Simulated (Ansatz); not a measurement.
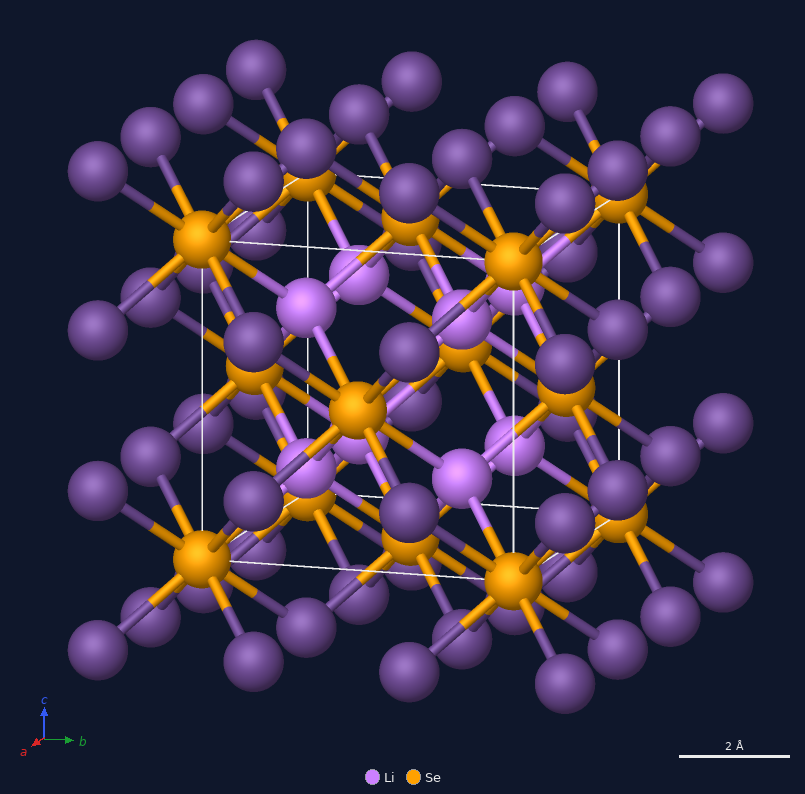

We look at a ball-and-stick model of the crystal slightly off an axis. The edges of the drawn cell (a repeat of the simulation cell) are marked. Atoms just outside the outline that bond to atoms inside are added, in fainter colours.

Li$_{2}$Se, a = 5.99 Å, b = 5.99 Å, c = 5.99 Å, α = 90.00°, β = 90.00°, γ = 90.74°.

Method used: Ansatz, DFT, r2SCAN, plane waves, PAW. It ran with wavefunction cutoff 500 eV, k-points about 0.23 Å⁻¹ apart, no spin polarisation.

Q: What is the electronic character?

A: An insulator at this level, with a gap of 3.45 eV, indirect; the smallest direct gap is 4.06 eV.

Q: State the hydrostatic pressure.

A: The computed pressure is 0.0 GPa, close to zero.

Its origin is a structure type filled with these elements by a generator (whether the compound takes this form wasn't checked). The cell was then strained or its atoms displaced on purpose. Ansatz was used for an electronic-structure calculation on it.
